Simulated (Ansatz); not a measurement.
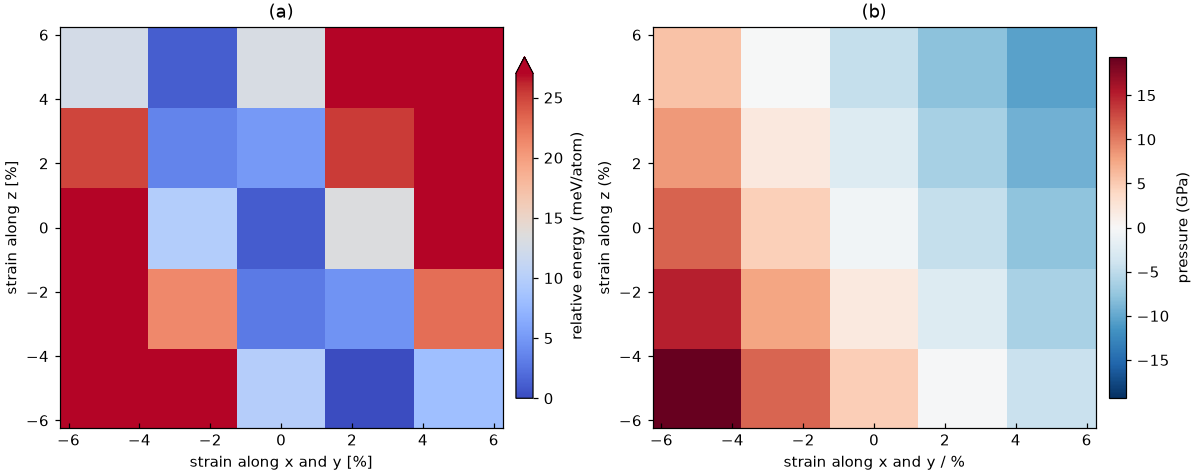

Si (Fm-3m, No. 225; 1 atom in the cell). The cell is strained homogeneously, by one strain along x and y and another along z, with fractional coordinates fixed (x, y and z along the cube axes). Coordinates scanned: (1) strain along x and y; (2) strain along z. The grid has 5 × 5 points. All energies are given in meV/atom relative to the lowest grid point. Level of theory: DFT PBE+D3(BJ), scalar-relativistic, plane waves, PAW in Ansatz 0.2.0. Settings: cutoff 420 eV, k-mesh 28×28×28, gaussian smearing 0.15 eV, no spin polarisation.

Panel (a) is the energy; panel (b) is the computed pressure, in GPa.

Drawn: one coloured cell a grid point, one colour for all values above the top of the scale.

> How does the pressure vary over the map, and what is it at the lowest grid point?

It runs from −10.5 GPa at strain along x and y = 5.0 %, strain along z = 5.0 % to 19.3 GPa at strain along x and y = −5.0 %, strain along z = −5.0 %. At the lowest grid point, strain along x and y = 2.5 %, strain along z = −5.0 %, it is −0.2 GPa. That point lies on the edge of the scan.

```csv
"strain along z ↓, strain along x and y →",−5.0,−2.5,0.0,2.5,5.0
5.0,5.7,−0.1,−4.5,−7.9,−10.5
2.5,8.3,2.1,−2.7,−6.4,−9.2
0.0,11.4,4.7,−0.6,−4.7,−7.8
−2.5,15.1,7.7,1.9,−2.6,−6.2
−5.0,19.3,11.2,4.8,−0.2,−4.3
```
